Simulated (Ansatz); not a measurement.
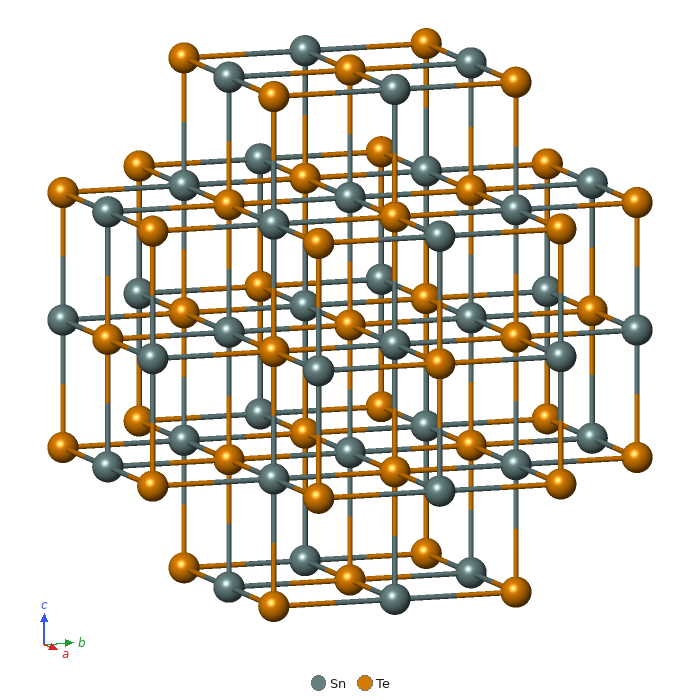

System SnTe (space group Fm-3m, No. 225); source of the atomic positions: a calculation's input that goes back to an entry of the Crystallography Open Database (an earlier step may have relaxed or displaced it).

Bonds are taken as Sn–Te below 3.6 Å. The graph is simplified in the usual way: terminal and isolated atoms are pruned, two-connected atoms become edges.

Q: What kind of net remains, and which atoms are its nodes?

A: A uninodal 6-connected, three-periodic net: Sn and Te are 6-connected nodes.

Q: Does the net have a name?

A: It is the pcu net, known from NaCl, ReO3 and the B-X framework of perovskite.

Q: Is the net interpenetrated?

A: It is a single net, without interpenetration.

Q: Give the point symbol of each node (shortest cycle at each angle).

A: Sn and Te: 4¹²·6³.

The simplified net, drawn on the atoms' positions. Nodes are coloured by element. Short stubs are edges that leave the cut-out.

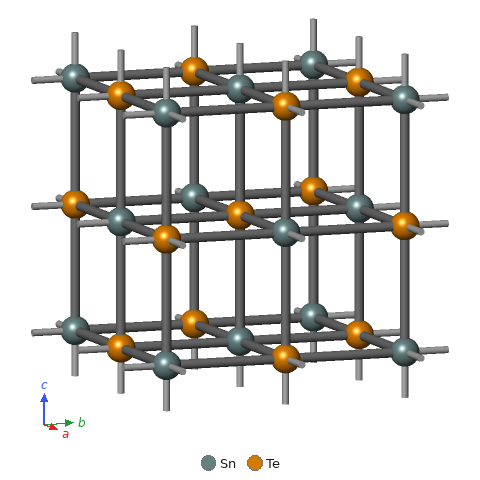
